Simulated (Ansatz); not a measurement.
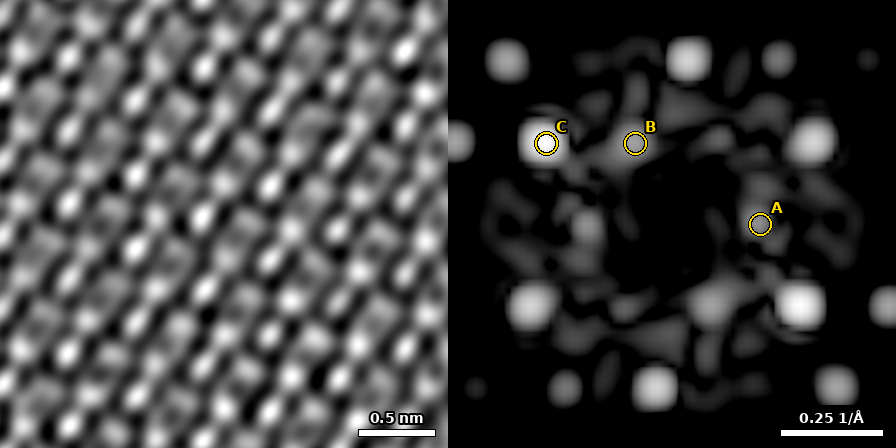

HRTEM-like image of Ge (P4_32_12, No. 96) along [111]. Simulated in the weak-phase-object approximation with neutral-atom potentials: 80 kV, Cs = 40 µm, defocus −155 Å (negative is underfocus), defocus spread 15 Å, aperture 0.65 1/Å. The speckle of an amorphous layer was added. Structure: a calculation's starting geometry.

The right panel is the modulus of the image's Fourier transform on a logarithmic scale.

a = 5.905 Å, b = 5.905 Å, c = 6.995 Å, α = 90.00°, β = 90.00°, γ = 90.00°

### Index the marked spots and give their plane spacings (the zone axis points at the viewer; indices equivalent by symmetry, or all signs reversed, are as good).

A: (0 1 -1), d = 4.51 Å; B: (-1 0 1), d = 4.51 Å; C: (-1 -1 2), d = 2.68 Å. A and B enclose 115°, and every spot obeys the zone law hu + kv + lw = 0 for [111].
